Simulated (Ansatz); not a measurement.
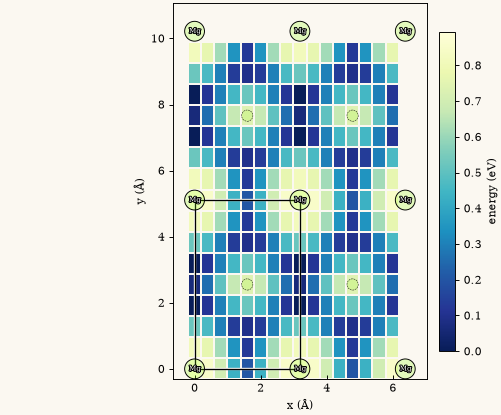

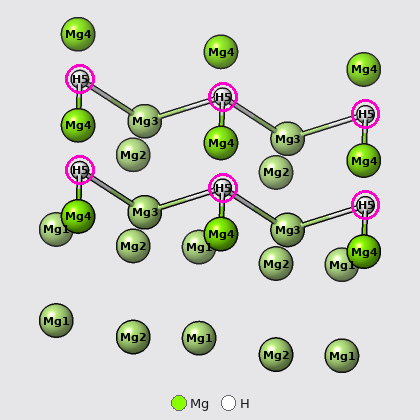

Energy landscape of H on a Mg(100) slab cut from the P6_3/mmc phase, its upper half relaxed before the scan (4 atoms of substrate and one adsorbate in a 1 × 1 cell). 
- H is moved over the surface cell; relaxed at each place: the height of the adsorbate's atoms; substrate rigid; the origin of the map has the adsorbate above Mg4.
- Places are given modulo a cell vector. The map is drawn in real space over the plane of the surface.
- The grid has 8 × 8 points; 25 points were computed and 39 follow by symmetry.
- All energies are given in eV relative to the lowest grid point.
- The relaxed height changes by up to 0.9 Å between neighbouring points. With one adsorbate in each 1 × 1 cell, its nearest image is 3.2 Å away, so neighbouring adsorbates interact.
- Method: DFT PBEsol, scalar-relativistic, plane waves, PAW in Ansatz 0.2.0. Settings: cutoff 420 eV, k-mesh 8×5×1, gaussian smearing 0.1 eV, no spin polarisation.

Drawn: one coloured cell a grid point, labelled circles for the atoms of the top layer and small ones for the second layer, the outline of one cell of the 2 × 2 shown. The second picture is the structure at the lowest point; rings mark the moved atoms.

**Where are the lowest and the highest points?**

The lowest grid point is at (0/8, 3/8) of the cell vectors [nearest 1 Mg at 1.94 Å]. The same energy is found at (0/8, 5/8) of the cell vectors [nearest 1 Mg at 1.94 Å]. The highest grid point, the top site over a surface Mg atom, (0/8, 0/8) of the cell vectors, lies 0.89 eV above the lowest. At the lowest point the adsorbate has 1 Mg at 1.94 Å as nearest neighbours, at the highest 1 Mg at 1.73 Å. Its relaxed height above the top atom is 0.29 Å at the lowest and 1.73 Å at the highest point.

The values on the grid:

```csv
"second ↓, first →",0/8,1/8,2/8,3/8,4/8,5/8,6/8,7/8
7/8,0.81,0.76,0.61,0.35,0.13,0.35,0.61,0.76
6/8,0.52,0.46,0.30,0.14,0.10,0.14,0.30,0.46
5/8,0.00,0.12,0.30,0.45,0.52,0.45,0.30,0.12
4/8,0.06,0.26,0.50,0.67,0.74,0.67,0.50,0.26
3/8,0.00,0.12,0.30,0.45,0.52,0.45,0.30,0.12
2/8,0.52,0.46,0.30,0.14,0.10,0.14,0.30,0.46
1/8,0.81,0.76,0.61,0.35,0.13,0.35,0.61,0.76
0/8,0.89,0.85,0.70,0.43,0.21,0.43,0.70,0.85
```

The input of one point:

```yaml
crystal:
  lattice:
    - [3.1881999939, 0.0, 0.0]
    - [0.0, 5.1084658709, 0.0]
    - [0.0, 0.0, 19.1358427726]
  atoms:
    - { symbol: Mg, position: [0.0, 0.75, 0.2090318178] }
    - { symbol: Mg, position: [0.5, 0.25, 0.2571276385] }
    - { symbol: Mg, position: [0.5, 0.75, 0.3576109084] }
    - { symbol: Mg, position: [0.0, 0.25, 0.3990335238] }
    - { symbol: H, position: [0.0, 0.625, 0.3633809057] }
basis:
  ecutwfc: 420
kpoints:
  mp_grid: { grid: [8, 5, 1] }
hamiltonian:
  xc: pbesol
scf:
  occupations: { method: gaussian, width: 0.1 }
output:
  forces: true
  eigenvalues: true
relax:
  adjacent_minimum: "off"
  f_tol: 0.025
  max_steps: 16
  constraints: [{ sites: [0, 1, 2, 3] }, { sites: [4], fix: xy }]
efield:
  axis: 3
  dipole_correction: true
  ramp_width: 0.04
```

The whole map (25 points run) took 9 min on 1 thread of Intel(R) Xeon(R) Platinum 8488C (Sapphire Rapids), with other jobs on the host.
